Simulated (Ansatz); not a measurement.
# CHF3 (trifluoromethane) at 6 levels

Wanted: a comparison of 6 runs (B3LYP/STO-3G, BLYP/STO-3G, HSE06/STO-3G, r2SCAN/STO-3G, wB97M-V/STO-3G, FCI/STO-3G) of CHF3 (trifluoromethane). 

The results are computed with Ansatz 0.2.0.

40 further runs of the same task are left out: 6 that didn't finish, 34 set aside as unsound or not needed.

### Step 1. The structure to begin with

CHF3: 5 atoms, total charge 0, spin state singlet. As SMILES, `FC(F)F`. The C2–F1 distance was set to 3.328 Å, away from the relaxed value. At this shape a bond of the SMILES string is far longer than usual.

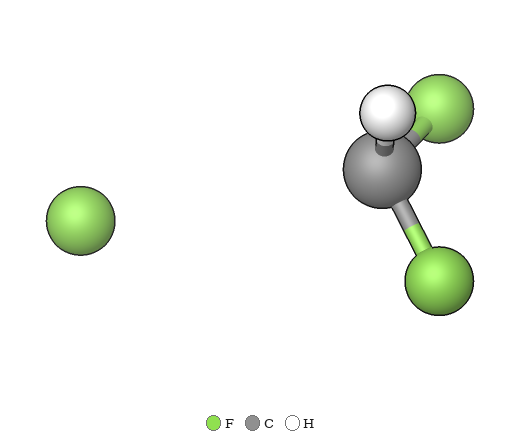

Viewed from a chosen angle; fluorine green, carbon grey, hydrogen white.

### Step 2. A single-point energy at B3LYP/STO-3G (run 1)

The input, molecule.yaml:

```yaml
crystal:
  periodic: [false, false, false]
  atoms:
    - {symbol: F, position_ang: [-1.700850, -0.908776, 2.687707]}
    - {symbol: C, position_ang: [0.019500, 0.056360, 0.006820]}
    - {symbol: F, position_ang: [1.047350, -0.773770, -0.157470]}
    - {symbol: F, position_ang: [-0.772570, -0.035090, -1.059420]}
    - {symbol: H, position_ang: [0.374370, 1.082210, 0.130870]}
basis:
  gaussian:
    orbitals: STO-3G
hamiltonian:
  xc: {name: B3LYP}
accuracy: high
```

Command:

```sh
$ ansatz run molecule.yaml --threads 1 --pin off --max-ram 3480MiB --events-out events.jsonl --progress --plain --runs-dir runs
```

The log of the run:

```text
Warning: RAYON_NUM_THREADS=1 ignored (pool sized by the plan → 1); use --threads N
Functional definition: B3LYP
  name "B3LYP"
  parameter a0 = 0.2
  parameter ax = 0.72
  parameter ac = 0.81
  exchange = (1 - a0 - ax)*slater_x + ax*b88_x + a0*exact_x
  correlation = (1 - ac)*vwn_rpa_c + ac*lyp_c
353 factors; integrals over basis functions are off by at most 4.2e-8 eV
mean field evaluation 1: about -9052.9633 eV, gradient 2.1e1 eV
mean field evaluation 2: about -8629.5945 eV, gradient 6.4e1 eV
mean field evaluation 4: about -9057.7628 eV, gradient 2.4e1 eV
mean field evaluation 8: about -9057.7340 eV, gradient 2.4e1 eV
mean field evaluation 16: about -9064.3393 eV, gradient 1.3e-8 eV
mean field evaluation 32: about -9063.4563 eV, gradient 1.4e1 eV
mean field -9064.33929679 eV, -333.1083251273 hartree, gradient 1.9e-8 eV, S^2 0.000000; 4 other end points of the search recorded, 0 dependent functions left out
reference -9064.33931718 eV, -333.1083258764 hartree; 17, 17 occupied and 4, 4 virtual orbitals, 353 factors
Total energy: -9064.33931718 eV, -333.1083258764 hartree
```

It took 1.6 s on 1 thread of Arm Neoverse V2, shared host; peak memory 0.096 GiB.

### Step 3. The energy at BLYP/STO-3G (run 2)

The input, in.yaml:

```yaml
crystal:
  periodic: [false, false, false]
  atoms:
    - {symbol: F, position_ang: [-1.700850, -0.908776, 2.687707]}
    - {symbol: C, position_ang: [0.019500, 0.056360, 0.006820]}
    - {symbol: F, position_ang: [1.047350, -0.773770, -0.157470]}
    - {symbol: F, position_ang: [-0.772570, -0.035090, -1.059420]}
    - {symbol: H, position_ang: [0.374370, 1.082210, 0.130870]}
basis:
  gaussian:
    orbitals: STO-3G
hamiltonian:
  xc: {name: BLYP}
accuracy: high
```

Command:

```sh
$ ansatz run in.yaml --threads 1 --pin off --max-ram 3480MiB --events-out events.jsonl --progress --plain --runs-dir runs
```

The log of the run:

```text
Warning: RAYON_NUM_THREADS=1 ignored (pool sized by the plan → 1); use --threads N
Functional definition: BLYP
  name "BLYP"
  parameter beta = 0.0042
  parameter a = 0.04918
  parameter b = 0.132
  parameter c = 0.2533
  parameter d = 0.349
  exchange = b88_x(beta = beta)
  correlation = lyp_c(a = a, b = b, c = c, d = d)
353 factors; integrals over basis functions are off by at most 4.2e-8 eV
mean field evaluation 1: about -9051.2732 eV, gradient 1.5e1 eV
mean field evaluation 2: about -8625.5640 eV, gradient 6.5e1 eV
mean field evaluation 4: about -9061.0117 eV, gradient 1.9e1 eV
mean field evaluation 8: about -9060.9522 eV, gradient 1.9e1 eV
mean field evaluation 16: about -9062.9241 eV, gradient 6.7e-7 eV
mean field -9062.92408343 eV, -333.0563169955 hartree, gradient 2.6e-8 eV, S^2 0.000000; 2 other end points of the search recorded, 0 dependent functions left out
reference -9062.92411129 eV, -333.0563180192 hartree; 17, 17 occupied and 4, 4 virtual orbitals, 353 factors
Total energy: -9062.92411129 eV, -333.0563180192 hartree
```

It took 1.1 s on 1 thread of Arm Neoverse V2, shared host; peak memory 0.096 GiB.

Runs 3 to 5 aren't shown in full; the table further down has their settings and results.

### Step 4. A single-point energy at FCI/STO-3G (run 6)

The input, run.yaml:

```yaml
crystal:
  periodic: [false, false, false]
  atoms:
    - {symbol: F, position_ang: [-1.700850, -0.908776, 2.687707]}
    - {symbol: C, position_ang: [0.019500, 0.056360, 0.006820]}
    - {symbol: F, position_ang: [1.047350, -0.773770, -0.157470]}
    - {symbol: F, position_ang: [-0.772570, -0.035090, -1.059420]}
    - {symbol: H, position_ang: [0.374370, 1.082210, 0.130870]}
basis:
  gaussian: {orbitals: STO-3G}
magnetization: {spin_polarized: false}
correlation: {method: fci, frozen_orbitals: {C: 1, F: 1, H: 0}}
accuracy: high
```

Command:

```sh
$ ansatz run run.yaml --threads 1 --pin off --max-ram 3480MiB --events-out events.jsonl --progress --plain --runs-dir runs
```

The log of the run, shortened:

```text
Warning: RAYON_NUM_THREADS=1 ignored (pool sized by the plan → 1); use --threads N
Functional definition: HF
  name "HF"
[...]
353 factors; integrals over basis functions are off by at most 4.2e-8 eV
[...]
mean field -9025.70287197 eV, -331.6884627037 hartree, gradient 2.9e-8 eV, S^2 0.000000; 3 other end points of the search recorded, 0 dependent functions left out; unrestricted orbitals would lower it
[...]
unrestricted determinant -9033.77625716 eV, -331.9851541373 hartree, S^2 1.0045
4 core orbitals not correlated: weight in the atoms' cores, before any rotation towards them, 1.000 or more for the frozen orbitals, at most 0.000 for the correlated occupied ones
reference -9025.70287197 eV, -331.6884627037 hartree; 13, 13 occupied and 4, 4 virtual orbitals, 353 factors
state -9036.50006248 eV, -332.0852521365 hartree
Total energy: -9036.50006248 eV, -332.0852521365 hartree
```

Wall time 50 s (1 thread of Arm Neoverse V2, shared host); peak memory 0.86 GiB.

### Step 5. All runs side by side

| run | level | frozen core orbitals | energy (Eh) | wall time |
| --- | --- | --- | --- | --- |
| 1 | B3LYP/STO-3G | – | -333.108326 | 1.6 s |
| 2 | BLYP/STO-3G | – | -333.056318 | 1.1 s |
| 3 | HSE06/STO-3G | – | -332.836614 | 2 s |
| 4 | r2SCAN/STO-3G | – | -333.065729 | 4.5 s |
| 5 | wB97M-V/STO-3G | – | -333.106335 | 24 s |
| 6 | FCI/STO-3G | 4 | -332.085252 | 50 s |

### Step 6. What came out

```
                                          quantity          value
                               run 6: total energy  -332.08525 Eh
run 6: correlation energy (4 core orbitals frozen)     -396.8 mEh
```

What this shows: Totals of different functionals can't be ranked against each other. In runs 1, 2, 3, 4, 5, 6 the basis is minimal, so the values are rough. In runs 1, 2, 3, 4, 5 a closed-shell determinant meets a far-stretched bond, which it describes badly. All runs together took 84 s, the longest 50 s.
